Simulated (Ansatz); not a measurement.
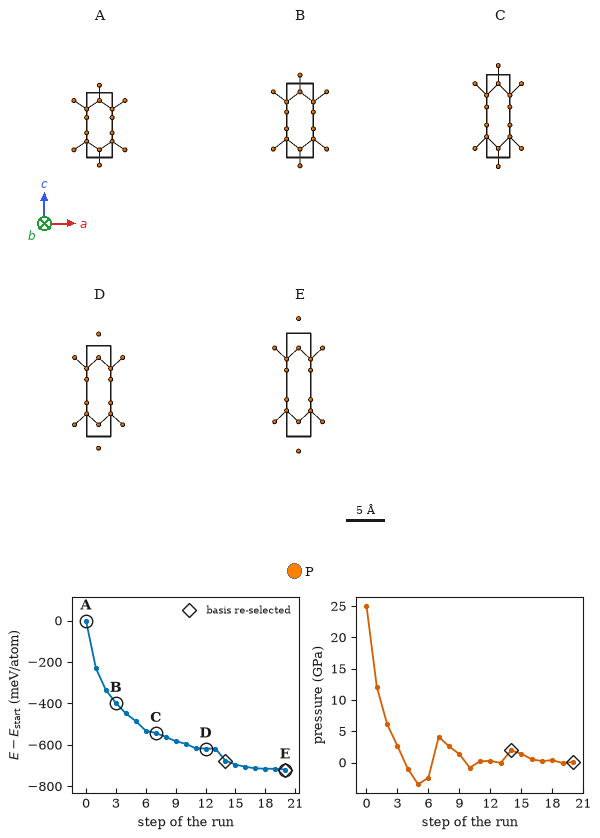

Frames of a relaxation of crystalline P (a generated structure, set up in P4_2/mmc) (coarse preliminary run), marked on the history of the run. Style: ball-and-stick. Shown: the cell of the calculation, along the b axis.

All numbers below come from Ansatz, DFT PBE, scalar-relativistic, plane waves, PAW. (plane-wave cutoff 420 eV; k-point mesh 6 × 6 × 2; occupations gaussian; smearing width 0.1 eV; no spin polarisation; cell and atoms relaxed; force threshold 0.04 eV/Å; at most 70 steps)

> What happens along the run?

Over 18 accepted moves (20 points after the start) the energy falls by 719 meV per atom. The largest force component goes from 0.82 to 0.021 eV/Å. The pressure goes from 25.06 to 0.09 GPa. The SCF was repeated twice at an unchanged geometry on a basis and grid sized afresh for the cell, which shifted the energy by 57.3 meV per atom at most. The largest moves relative to the cell, 0.33 Å, are those of P atoms. The volume changes by +40.3 %, with a = b 3.422 → 3.207 Å (−6.3 %), c 8.658 → 13.830 Å (+59.7 %). Among the contacts that change: P–P 2.054 → 3.937 Å, P–P 2.054 → 2.188 Å. Bonds break: P–P (2.05 → 3.94 Å). Among the angles between lasting bonds that change: P–P–P 112.8° → 94.2°, P–P–P 107.8° → 117.6°. The space group stays P4_2/mmc (No. 131). Cost: 70 s on 1 thread of Arm Neoverse V1 (shared host), peak memory 0.36 GiB. From step 0 to 3: P atoms move most (0.06 Å), volume +25.3 %, energy −398 meV per atom. From step 3 to 7: P atoms move most (0.04 Å), volume −15.2 %, energy −145 meV per atom. From step 7 to 12: P atoms move most (0.25 Å), volume +17.1 %, energy −75.0 meV per atom. From step 12 to 20: P atoms move most (0.17 Å), volume +12.8 %, energy −101 meV per atom.

```csv
step,"E − E(0), meV/atom","largest force component, eV/Å","pressure, GPa","volume, Å³/atom",note
0,0.00,0.8246,25.06,16.895,
1,-230.39,0.1464,12.10,18.766,
2,-335.60,0.1253,6.14,20.245,
3,-397.60,0.1186,2.65,21.167,
4,-448.21,0.0004,-0.98,21.608,
5,-485.22,0.3391,-3.50,21.225,
6,-531.78,0.5890,-2.42,19.740,
7,-542.64,0.4887,4.12,17.946,
8,-561.03,0.5349,2.57,18.749,
9,-582.39,0.1059,1.35,19.430,
10,-594.38,0.4259,-0.82,20.030,
11,-616.42,0.0754,0.19,20.572,
12,-617.63,0.1633,0.26,21.010,
13,-618.49,0.0222,-0.07,20.841,
14,-675.76,0.0095,1.92,20.841,"same geometry, new basis"
15,-695.01,0.0458,1.41,21.372,
16,-705.73,0.1600,0.51,22.460,
17,-713.26,0.0322,0.23,22.841,
18,-715.23,0.0427,0.38,23.396,
19,-715.37,0.0209,-0.10,23.707,
20,-718.90,0.0207,0.09,23.707,"same geometry, new basis"
```
